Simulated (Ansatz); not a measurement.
Geometry relaxation of AlGa$_{3}$N$_{4}$ (part 2 of 2)

The same run, continued: AlGa$_{3}$N$_{4}$ (Pm, 8 atoms in the cell); DFT r2SCAN, scalar-relativistic, plane waves, PAW, no spin polarisation (Ansatz 0.2.0); cutoff 500 eV, 6×8×4 k-mesh, Gaussian smearing of 0.02 eV. The structure derives from a Materials Project entry.

### Output, continued
```
--- Per-component energies (eV) ---
  E_band       = -45.062555
  E_kinetic    = 902.099842
  E_local      = -6615.474144  (includes V_loc(G=0)·N_el)
  E_nonlocal   = 1483.788437
  E_hartree    = 3042.826333
  E_xc         = -464.204270
  E_vxc        = -550.104560  (∫ρ·V_xc dr)
  E_paw        = -7014.645514  (= ΣΔE_a)
  E_vpaw       = -1380.946926  (= ΣTr[D̂ρ^β])
  E_aug_tail   = -0.000053  (compensation charges beyond the density's cutoff)
  E_vtau       = 29.921701  (kinetic-family band-sum trace: ∫τ·v_τ [+ j·A + Jᵃ·Aᵃ] dr)
  E_ewald      = -4789.870681
  E_core_change = -2.137576  (= ΣΔE_core)
  E_smearing   = -0.000000  (= −TS)
  E_closure    = -0.000000  (closes the sum)
  Σ components = -13457.617624   (vs F -13457.617624, Δ=0.00e0)
--- Forces (eV/Å), atoms counted from 1 ---
  atom   1  Al    -0.00213129     0.00000000    -0.00123055
  atom   2  Ga    -0.00117673     0.00000000    -0.00035857
  atom   3  Ga    -0.00112040     0.00000000     0.00025545
  atom   4  Ga     0.00124258     0.00000000     0.00071941
  atom   5  N      0.00016998    -0.00000000     0.00061445
  atom   6  N      0.00007916    -0.00000000    -0.00015568
  atom   7  N      0.00074058    -0.00000000    -0.00036614
  atom   8  N      0.00199860     0.00000000     0.00052412
  max |Σ_I F_I| component: 1.98e-4 eV/Å
--- Stress (GPa, compression-positive) ---
       -0.002114       0.000000       0.002620
        0.000000      -0.002405       0.000000
        0.002557       0.000000      -0.003003
  P = ⅓ Tr σ = -0.0025 GPa (-0.025 kbar)
--- Band table (eV; the first three rows and the last of 70) ---
  k-point 0: bands = ["-7.7289", "-6.7452", "-6.5432", "-6.2428", "-4.8075", "-4.8073", "-4.7915", "-4.7433", "-4.6902", "-4.6458", "-4.6361", "-4.5888", "-4.5368", "-4.4840", "-4.4821", "-4.4267", "-3.7127", "-3.6198", "-3.0751", "1.9256", "2.5824", "3.8332", "4.8072", "6.2176", "6.7292", "7.7251", "7.8328", "8.0377", "8.8133", "8.8676", "8.9011", "11.7874", "14.1910", "14.7765", "15.2632", "16.0174", "18.7881", "19.3801", "19.7368"]
  k-point 1: bands = ["-7.5709", "-6.8320", "-6.5477", "-6.2688", "-4.8048", "-4.7917", "-4.7556", "-4.7316", "-4.6878", "-4.6504", "-4.6400", "-4.5891", "-4.5448", "-4.5054", "-4.4924", "-4.4346", "-4.1359", "-3.5088", "-3.0165", "2.1684", "3.0688", "4.0083", "4.6688", "6.4118", "6.8552", "7.3644", "7.5217", "7.8055", "8.0795", "8.6923", "8.7787", "12.7587", "14.7595", "15.0263", "15.5916", "16.2186", "18.3100", "18.8784", "19.2027"]
  k-point 2: bands = ["-7.2392", "-7.1186", "-6.5299", "-6.2954", "-4.7989", "-4.7795", "-4.7018", "-4.7001", "-4.6681", "-4.6527", "-4.6234", "-4.5957", "-4.5568", "-4.5191", "-4.5047", "-4.4968", "-4.4395", "-3.3884", "-3.0988", "2.7078", "2.9579", "4.7647", "5.0714", "5.8773", "6.3421", "6.8272", "7.0458", "8.1019", "8.2655", "8.3258", "8.5654", "14.0474", "14.2381", "15.7181", "16.1006", "17.0240", "17.3771", "18.0838", "18.7985"]
  k-point 69: bands = ["-6.6910", "-6.5162", "-6.4272", "-6.0505", "-4.7768", "-4.7463", "-4.6701", "-4.6642", "-4.6357", "-4.6234", "-4.5808", "-4.5421", "-4.5260", "-4.4493", "-4.4371", "-3.8659", "-3.4109", "-3.3256", "-3.1928", "2.1565", "2.2794", "2.3212", "3.0230", "6.7624", "6.8820", "7.0146", "7.0270", "7.0929", "7.1428", "7.2181", "7.2319", "13.8844", "13.9404", "13.9933", "14.4186", "16.8284", "17.5177", "17.6896", "18.7148"]
--- Relaxed structure (4 steps of the walk, 4 accepted, 1 SCFs on fresh bases) ---
  F+E_penalty+E_count = -13457.61762394 eV   max|allowed force component| = 2.107e-3 eV/Å   (the final SCF, on the basis selected at the relaxed cell)
  cell:  # Å, volume = 89.0369 Å³
    - [5.138920201913619, 0.0, 1.7188511269024762e-5]
    - [0.0, 3.1634143063017803, 0.0]
    - [-0.0036943785694055894, 0.0, 5.476994577927101]
  atoms:
    - { symbol: Al, position: [0.0005828852563607561, 0.5000000000000001, 0.6672982354405569] }
    - { symbol: Ga, position: [0.4991712869160589, 0.5000000000000001, 0.3350606988156193] }
    - { symbol: Ga, position: [0.49925119169498255, 0.0, 0.8314570703706604] }
    - { symbol: Ga, position: [0.9998609983971306, 0.0, 0.1661913850863233] }
    - { symbol: N, position: [0.11941304404948891, 0.5000000000000001, 0.34060103443769985] }
    - { symbol: N, position: [0.11733104255621506, 0.0, 0.8259310372609625] }
    - { symbol: N, position: [0.6202395498910261, 0.0, 0.16619371412807932] }
    - { symbol: N, position: [0.6317500112387368, 0.5000000000000001, 0.6672678244600991] }
```

### Trajectory as extended XYZ (Å, eV, eV/Å), 5 frames, from step=1 to step=5
```
8
Lattice="5.1456 0.0000 0.0000 0.0000 3.1671 0.0000 -0.0037 0.0000 5.4837" Properties=species:S:1:pos:R:3:forces:R:3 step=1 energy=-13457.61623 pressure_GPa=-0.73
Al    0.0001    1.5835    3.6593    0.0031   0.0000   0.0045
Ga    2.5671    1.5835    1.8378    0.0062   0.0000   0.0074
Ga    2.5653    0.0000    4.5587    0.0115   0.0000  -0.0060
Ga    5.1445    0.0000    0.9116    0.0014   0.0000  -0.0023
N     0.6123    1.5835    1.8716    0.0296   0.0000  -0.0891
N     0.5981    0.0000    4.5255    0.0638   0.0000   0.0854
N     3.1909    0.0000    0.9111   -0.0129   0.0000  -0.0023
N     3.2526    1.5835    3.6591   -0.1028   0.0000   0.0023
8
Lattice="5.1412 0.0000 -0.0002 0.0000 3.1649 0.0000 -0.0039 0.0000 5.4794" Properties=species:S:1:pos:R:3:forces:R:3 step=2 energy=-13457.61751 pressure_GPa=-0.28
Al   -0.0001    1.5825    3.6563    0.0115   0.0000   0.0056
Ga    2.5650    1.5825    1.8360   -0.0012   0.0000   0.0042
Ga    2.5636    0.0000    4.5555   -0.0026   0.0000  -0.0030
Ga    5.1397    0.0000    0.9107    0.0064   0.0000  -0.0047
N     0.6123    1.5825    1.8679    0.0094   0.0000  -0.0383
N     0.5992    0.0000    4.5240    0.0210   0.0000   0.0369
N     3.1878    0.0000    0.9105    0.0004   0.0000  -0.0008
N     3.2474    1.5825    3.6562   -0.0452   0.0000   0.0001
8
Lattice="5.1388 0.0000 0.0002 0.0000 3.1633 0.0000 -0.0036 0.0000 5.4768" Properties=species:S:1:pos:R:3:forces:R:3 step=3 energy=-13457.61780 pressure_GPa=0.01
Al    0.0002    1.5817    3.6545    0.0055   0.0000   0.0023
Ga    2.5639    1.5817    1.8351    0.0015   0.0000   0.0012
Ga    2.5625    0.0000    4.5538    0.0012   0.0000  -0.0005
Ga    5.1377    0.0000    0.9104   -0.0016   0.0000  -0.0013
N     0.6125    1.5817    1.8655   -0.0002   0.0000  -0.0008
N     0.6000    0.0000    4.5234   -0.0012   0.0000   0.0000
N     3.1868    0.0000    0.9103    0.0002   0.0000   0.0000
N     3.2443    1.5817    3.6546   -0.0055   0.0000  -0.0008
8
Lattice="5.1389 0.0000 0.0000 0.0000 3.1634 0.0000 -0.0037 0.0000 5.4770" Properties=species:S:1:pos:R:3:forces:R:3 step=4 energy=-13457.61780 pressure_GPa=-0.00
Al    0.0005    1.5817    3.6548   -0.0021   0.0000  -0.0012
Ga    2.5640    1.5817    1.8351   -0.0012   0.0000  -0.0004
Ga    2.5625    0.0000    4.5539   -0.0011   0.0000   0.0003
Ga    5.1376    0.0000    0.9102    0.0013   0.0000   0.0007
N     0.6124    1.5817    1.8655    0.0002   0.0000   0.0006
N     0.5999    0.0000    4.5236    0.0001   0.0000  -0.0001
N     3.1867    0.0000    0.9103    0.0007   0.0000  -0.0004
N     3.2440    1.5817    3.6546    0.0020   0.0000   0.0005
8
Lattice="5.1389 0.0000 0.0000 0.0000 3.1634 0.0000 -0.0037 0.0000 5.4770" Properties=species:S:1:pos:R:3:forces:R:3 step=5 energy=-13457.61762 pressure_GPa=-0.00
Al    0.0005    1.5817    3.6548   -0.0021   0.0000  -0.0012
Ga    2.5640    1.5817    1.8351   -0.0012   0.0000  -0.0004
Ga    2.5625    0.0000    4.5539   -0.0011   0.0000   0.0003
Ga    5.1376    0.0000    0.9102    0.0012   0.0000   0.0007
N     0.6124    1.5817    1.8655    0.0002   0.0000   0.0006
N     0.5999    0.0000    4.5236    0.0001   0.0000  -0.0002
N     3.1867    0.0000    0.9103    0.0007   0.0000  -0.0004
N     3.2440    1.5817    3.6546    0.0020   0.0000   0.0005
```

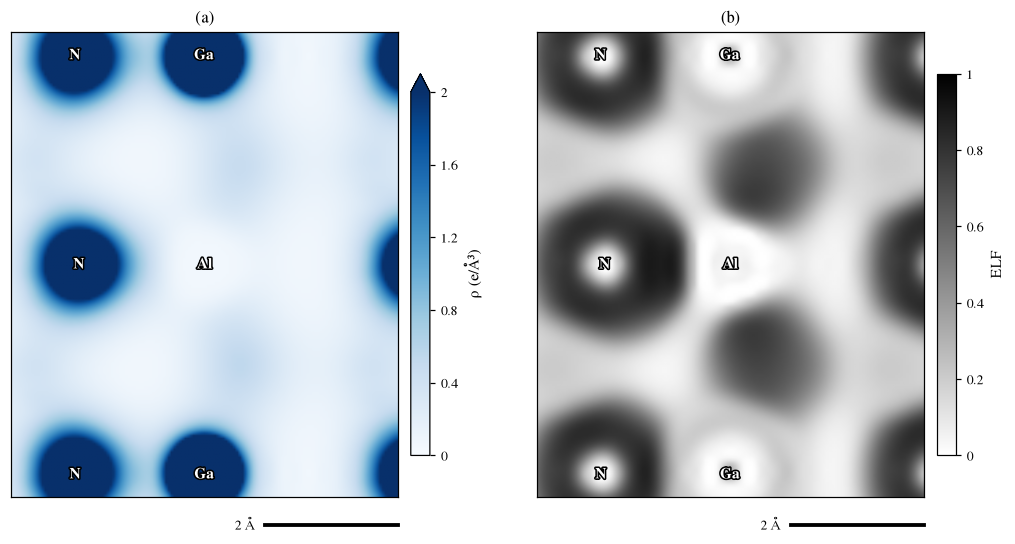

*(a) valence charge density (pseudo); (b) ELF on the (011̄) plane of the conventional cell.*

The section cuts through Al, Ga and N sites. Ga–N (1.95 Å): ρ at the midpoint is about 0.77 e/Å³; the ELF is about 0.50 at the midpoint. Away from the nuclei the density in this plane falls to 0.06 e/Å³ at its lowest. In a PAW calculation such maps are meaningful between the atoms, not at the nuclei.

The run was set up as follows.

### The input
```yaml
crystal:
  lattice:
    - [5.1455897724, 0.0, 0.0]
    - [0.0, 3.16707762, 0.0]
    - [-0.0037175149, 0.0, 5.4836534091]
  atoms:
    - { symbol: Al, position: [0.00050108, 0.5, 0.6673044] }
    - { symbol: Ga, position: [0.49913931, 0.5, 0.33514653] }
    - { symbol: Ga, position: [0.49913488, 0.0, 0.83132616] }
    - { symbol: Ga, position: [0.99990822, 0.0, 0.16624089] }
    - { symbol: "N", position: [0.11923844, 0.5, 0.34129715] }
    - { symbol: "N", position: [0.11682905, 0.0, 0.82526452] }
    - { symbol: "N", position: [0.62024701, 0.0, 0.16615093] }
    - { symbol: "N", position: [0.63260202, 0.5, 0.66727042] }
basis:
  ecutwfc: 500
kpoints:
  mp_grid: { grid: [6, 8, 4] }
hamiltonian:
  xc: r2scan
scf:
  occupations: { method: gaussian, width: 0.02 }
output:
  forces: true
  stress: true
  eigenvalues: true
  write_density: true
  write_potential: true
  elf: true
  volumetric_format: npy
relax:
  adjacent_minimum: "off"
  f_tol: 0.005
  max_steps: 80
  cell: { stress_tol: 0.05 }
```

Launch command:
```bash
ansatz run input.yaml --threads 2 --pin off --max-ram 5120MiB --backend cpu --events-out ev --progress --plain --runs-dir out
```

### Key numbers

- outcome: converged
- space group (tolerance 0.01 Å): Pm (6)
- electrons treated: 62
- free energy: −13457.6176 eV
- Fermi energy: 10.344 eV
- gap on the k-point mesh: 2.89 eV
- pressure: 0.00 GPa
- final volume: 89.04 Å³
- largest force (length of the vector) at the end: 0.002 eV/Å
- final cell: a = 5.139 Å, b = 3.163 Å, c = 5.477 Å, α = 90.00°, β = 90.04°, γ = 90.00°
- hardware: 2 threads of AMD EPYC (Zen 5), 32 GiB of memory available, shared host
- wall time: 33 s (CPU time 66 s)
- peak memory: 0.74 GiB
